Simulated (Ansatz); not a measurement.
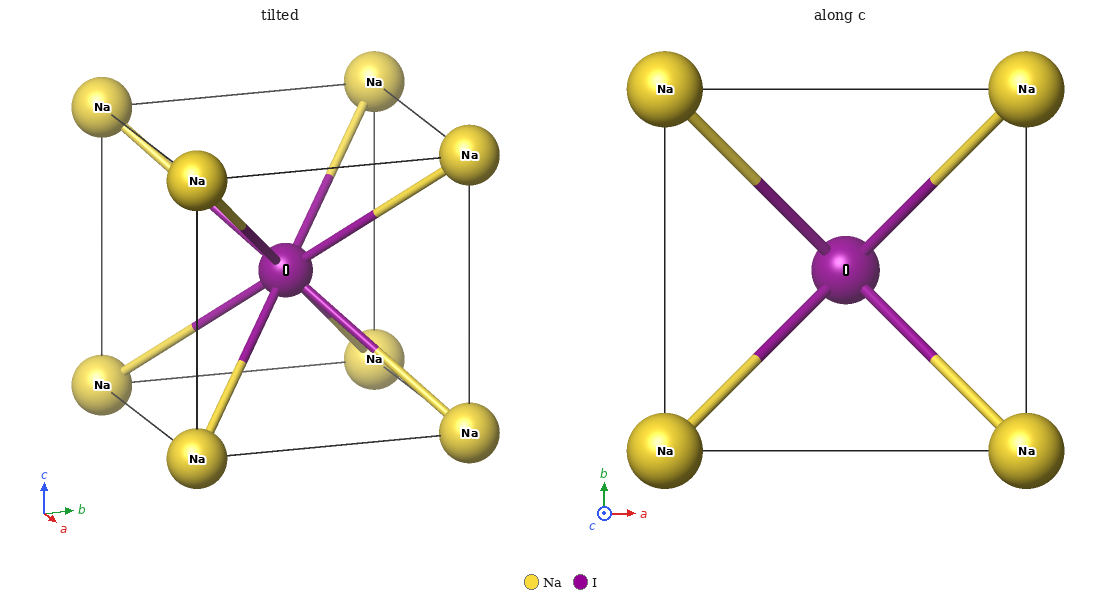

The image is a ball-and-stick drawing of a crystal, viewed slightly off an axis and along the c axis. The frame is the conventional unit cell; atoms at its boundary are shown with their periodic copies.

NaI, space group Pm-3m (No. 221), a = 4.04 Å, b = 4.04 Å, c = 4.04 Å, α = 90.00°, β = 90.00°, γ = 90.00°.

Results below were computed with G0W0 on PBE, plane waves, PAW in Ansatz 0.2.0; the settings were wavefunction cutoff 420 eV, k-grid 4×4×4, no spin polarisation.

> Is the electronic structure metallic or gapped?

A semiconductor at this level, with a gap of 2.29 eV, indirect; the smallest direct gap is 2.78 eV.

Provenance: a structure type filled with these elements by a generator (whether the compound takes this form wasn't checked). Earlier steps of the study may have refined or changed the cell and positions. A calculation with Ansatz used it as input.
